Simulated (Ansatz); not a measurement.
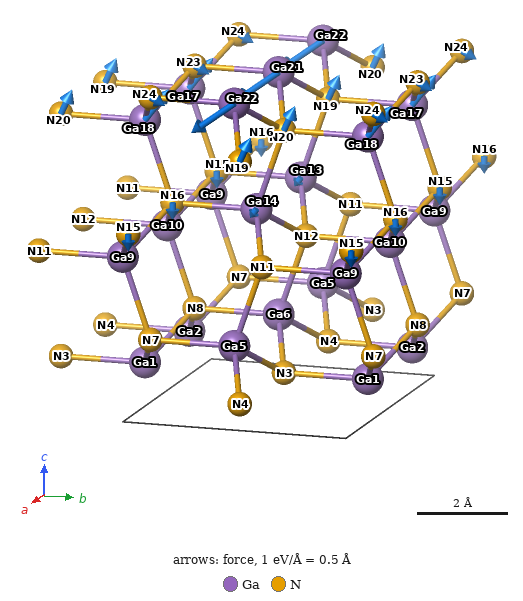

Starting geometry of a slab of composition GaN (cut from the P6_3mc phase) with the computed forces as blue arrows. The picture is a ball-and-stick view of the cell of the calculation, outlined in the plane, without the vacuum (origin shifted), seen slightly off an axis.

Case: clean slab, lower planes held. The slab is the (1 0 0) face of GaN. 12 atoms are held fixed.

Level of theory: DFT PBE+D3(BJ), scalar-relativistic, plane waves, PAW (Ansatz).

Input
```yaml
crystal:
  lattice:
    - [6.3931260417, 0.0, 0.0]
    - [0.0, 5.2085710379, 0.0]
    - [0.0, 0.0, 22.459377822]
  atoms:
    - { symbol: Ga, position: [0.5, 0.000811033, 0.3561986473] }
    - { symbol: Ga, position: [0.0, 0.000811033, 0.3561986473] }
    - { symbol: "N", position: [0.5, 0.624188967, 0.3561986473] }
    - { symbol: "N", position: [0.0, 0.624188967, 0.3561986473] }
    - { symbol: Ga, position: [0.75, 0.500811033, 0.3972847481] }
    - { symbol: Ga, position: [0.25, 0.500811033, 0.3972847481] }
    - { symbol: "N", position: [0.75, 0.124188967, 0.3972847481] }
    - { symbol: "N", position: [0.25, 0.124188967, 0.3972847481] }
    - { symbol: Ga, position: [0.75, 0.000811033, 0.4794569496] }
    - { symbol: Ga, position: [0.25, 0.000811033, 0.4794569496] }
    - { symbol: "N", position: [0.75, 0.624188967, 0.4794569496] }
    - { symbol: "N", position: [0.25, 0.624188967, 0.4794569496] }
    - { symbol: Ga, position: [0.0, 0.500811033, 0.5205430504] }
    - { symbol: Ga, position: [0.5, 0.500811033, 0.5205430504] }
    - { symbol: "N", position: [0.0, 0.124188967, 0.5205430504] }
    - { symbol: "N", position: [0.5, 0.124188967, 0.5205430504] }
    - { symbol: Ga, position: [0.0, 0.000811033, 0.6027152519] }
    - { symbol: Ga, position: [0.5, 0.000811033, 0.6027152519] }
    - { symbol: "N", position: [0.0, 0.624188967, 0.6027152519] }
    - { symbol: "N", position: [0.5, 0.624188967, 0.6027152519] }
    - { symbol: Ga, position: [0.25, 0.500811033, 0.6438013527] }
    - { symbol: Ga, position: [0.75, 0.500811033, 0.6438013527] }
    - { symbol: "N", position: [0.25, 0.124188967, 0.6438013527] }
    - { symbol: "N", position: [0.75, 0.124188967, 0.6438013527] }
basis:
  ecutwfc: 420
kpoints:
  mp_grid: { grid: [3, 3, 1] }
hamiltonian:
  xc: pbe
  dispersion: d3bj
scf:
  occupations: { method: gaussian, width: 0.05 }
output:
  forces: true
  eigenvalues: true
  write_density: true
  write_potential: true
  elf: true
  volumetric_format: npy
relax:
  adjacent_minimum: "off"
  f_tol: 0.03
  max_steps: 70
  constraints: [{ sites: [0, 1, 2, 3, 4, 5, 6, 7, 8, 9, 10, 11] }]
efield:
  axis: 3
  dipole_correction: true
  ramp_width: 0.04
```

Run as
```bash
ansatz run input.yaml --threads 4 --pin off --max-ram 10240MiB --backend cpu --events-out ev --progress --plain --runs-dir out
```

Q: Is this structure relaxed? If not, where do the atoms go?

A: It isn't relaxed: the largest force vector, on Ga atoms, is 2.50 eV/Å. The final displacements follow the starting forces only in part (cosine between the two patterns 0.80). Over 5 geometry steps the energy falls by 1.006 eV per cell of the calculation. Largest force component: 2 eV/Å at the start, 0.0087 eV/Å at the end. The largest moves, 0.32 Å, are those of Ga21 and Ga22. Ga21 goes at 30° to the normal (−c side). By element the largest moves are Ga 0.32 Å, N 0.03 Å. The lattice vectors keep their values. Among the contacts that change: Ga21–N23 1.962 → 1.825 Å, N15–Ga17 1.954 → 2.050 Å, Ga13–N19 1.954 → 2.035 Å, Ga17–N23 1.954 → 1.898 Å. Among the angles between lasting bonds that change: Ga13–N19–Ga21 109.7° → 99.5°, N19–Ga21–N23 109.2° → 118.5°, Ga17–N19–Ga21 109.2° → 115.1°. Cost: 54 s on 4 threads of Intel(R) Xeon(R) 6975P-C (Granite Rapids), with other jobs on the host, peak memory 1.9 GiB.
